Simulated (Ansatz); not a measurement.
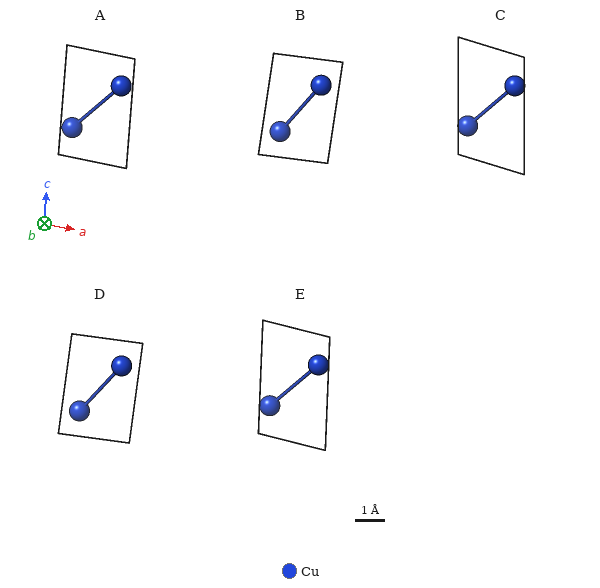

5 geometries from one relaxation of crystalline Cu (set up in P-1), in shuffled order. The picture is a ball-and-stick view of the cell of the calculation, reduced to other axes, seen along the b axis. Lengths and directions refer to the drawn axes.

Case: all atoms moved at random, sigma 0.02 Å for each component; relaxed back.

The calculation used DFT PBEsol, scalar-relativistic, plane waves, PAW (Ansatz 0.2.0). Set-up: plane-wave cutoff 420 eV; k-point mesh 14 × 14 × 14; occupations gaussian; smearing width 0.15 eV; no spin polarisation; cell and atoms relaxed; force threshold 0.01 eV/Å; at most 80 steps.

### Put them in the order of the run, from the start to the converged end.

C, E, A, B, D. They are steps 0, 2, 3, 5, 11, at +162 meV per atom, +152 meV per atom, +137 meV per atom, +15.5 meV per atom relative to the last. The largest moves relative to the cell, 0.28 Å, are those of Cu atoms. The drawn cell changes as follows: a 2.430 → 2.526 Å (+3.9 %), b 2.468 → 2.526 Å (+2.3 %), c 4.142 → 3.549 Å (−14.3 %), β 107.1° → 90.0°; the volume changes by −4.7 %. Near-neighbour distances that change, for instance: Cu–Cu 3.434 → 2.517 Å, Cu–Cu 2.430 → 2.526 Å, Cu–Cu 2.444 → 2.517 Å, Cu–Cu 2.468 → 2.526 Å. New bonds form: Cu–Cu (3.42 → 2.52 Å), Cu–Cu (3.43 → 2.52 Å). The space group (tolerance 0.01 Å) goes from P-1 (No. 2) to I4/mmm (No. 139). After 9 accepted moves (11 points after the start) the energy has fallen by 162 meV per atom. Largest force component: 0.053 eV/Å at the start, 0.00011 eV/Å at the end. Pressure: 0.07 GPa at the start and −0.01 GPa at the end. At 2 points the geometry stayed and the basis and grid were re-selected for the new cell (energy shift of 5.2 meV per atom at most each time).
